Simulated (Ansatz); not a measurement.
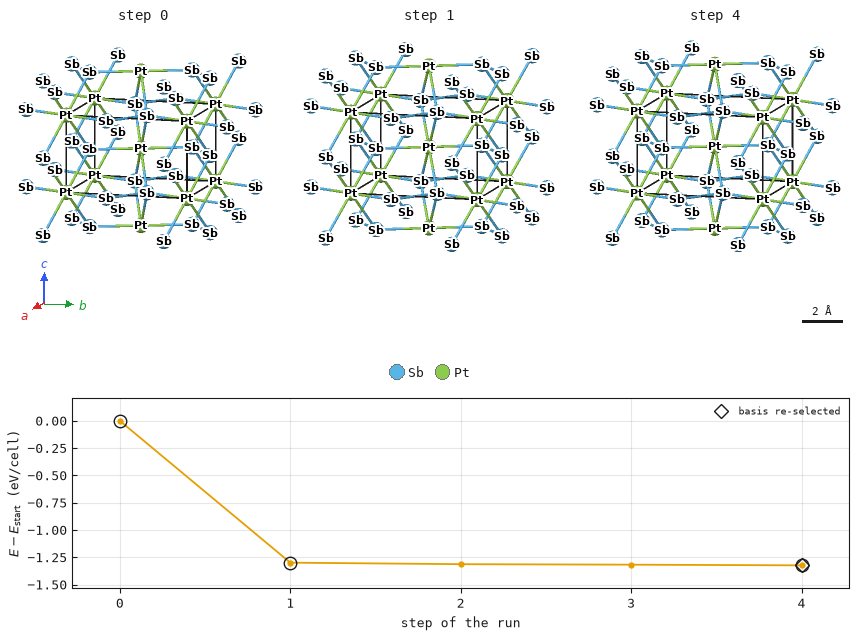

Frames of a relaxation of a crystal of Sb₂Pt (built on the marcasite_58 type) (coarse preliminary run), marked on the history of the run. A ball-and-stick model of the cell of the calculation, seen slightly off an axis.

Case: marcasite type (Pnnm, No. 58).

These are results of DFT PBE, scalar-relativistic, plane waves, PAW in Ansatz, not measurements. (plane-wave cutoff 420 eV; k-point mesh 4 × 4 × 4; occupations gaussian; smearing width 0.1 eV; no spin polarisation; cell and atoms relaxed; force threshold 0.04 eV/Å; at most 70 steps)

What happens along the run?

Answer. The largest moves relative to the cell, 0.10 Å, are those of Sb atoms. Pt stays in place. Cell: a 5.160 → 5.352 Å (+3.7 %), b 6.297 → 6.556 Å (+4.1 %), c 3.931 → 4.177 Å (+6.2 %). Volume +14.8 %. Some distances before and after: Sb–Sb 2.571 → 2.878 Å, Pt–Sb 2.615 → 2.719 Å, Pt–Sb 2.599 → 2.687 Å. Bond angles that change, for instance: Sb–Pt–Sb 97.5° → 100.3°, Sb–Pt–Sb 82.5° → 79.7°, Pt–Sb–Pt 97.5° → 100.3°. The space group stays Pnnm (No. 58). Over 3 accepted moves (4 points after the start) the energy falls by 1.323 eV per cell of the calculation. The largest force component goes from 1.6 to 0.0062 eV/Å. The pressure goes from 19.70 to −0.04 GPa. At 1 point the geometry stayed and the basis and grid were re-selected for the new cell (energy shift of 6.1 meV per cell of the calculation at most each time). Cost: 62 s on 1 thread of Intel(R) Xeon(R) Platinum 8375C CPU @ 2.90GHz (Ice Lake), on a shared host, peak memory 0.55 GiB. From step 0 to 1: Sb atoms move most (0.12 Å), volume +15.2 %, energy −1.298 eV per cell of the calculation. From step 1 to 4: Sb atoms move most (0.02 Å), volume −0.3 %, energy −24.6 meV per cell of the calculation.

```
step  E − E(0), meV/atom  largest force component, eV/Å  pressure, GPa  volume, Å³/atom                      note
   0                0.00                         1.5838          19.70           21.288                          
   1             -216.38                         0.1739          -0.26           24.513                          
   2             -218.69                         0.1155          -0.12           24.477                          
   3             -219.46                         0.0063          -0.03           24.428                          
   4             -220.48                         0.0062          -0.04           24.428  same geometry, new basis
```

Limits of the set-up: the k-point mesh is coarse for a cell with partly filled bands.
